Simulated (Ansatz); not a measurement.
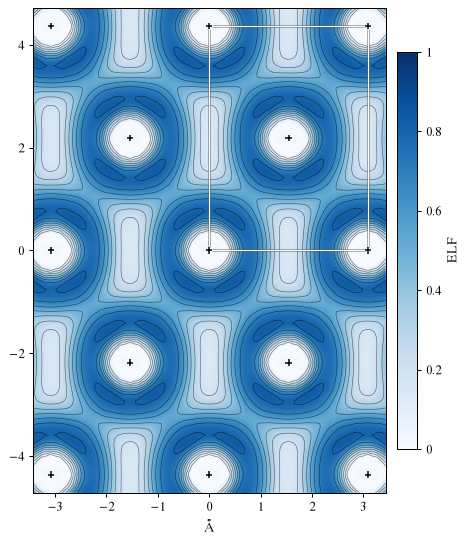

The ELF on a plane through atoms (crosses mark nuclei in the plane).

Computed with Ansatz, DFT, LDA (PW92), plane waves (420 eV) with PAW, scalar-relativistic.

Candidates:
A. Zr, a = 3.62 Å, b = 3.62 Å, c = 3.62 Å, α = 90.00°, β = 90.00°, γ = 90.00°. Space group Im-3m; set up as Zr, bcc; a generated structure, not necessarily the stable one; changed on purpose from its base cell (volume × 1.12); computed pressure about −9 GPa in this cell.
B. P, a = 3.08 Å, b = 3.08 Å, c = 3.08 Å, α = 90.00°, β = 90.00°, γ = 90.00°. Space group Im-3m; set up as P, bcc; a generated structure, not necessarily the stable one; changed on purpose from its base cell (volume × 1.08); computed pressure about −7 GPa in this cell; computed without spin polarisation.
C. Ni, a = 2.68 Å, b = 2.68 Å, c = 2.68 Å, α = 90.00°, β = 90.00°, γ = 90.00°. Space group Im-3m; set up as Ni, bcc; a generated structure, not necessarily the stable one; changed on purpose from its base cell (volume × 0.96); computed pressure about 12 GPa in this cell; the program warned that a starting moment wasn't kept; spin-polarised, but the moments vanished.

Which system is this?

Answer. Candidate B: P on the (011) plane of the conventional cell, which holds P. P–P (2.67 Å): the ELF peaks at about 0.85 in the valence shell of P, 0.8 Å from its nucleus, and drops to about 0.55 between the two atoms.
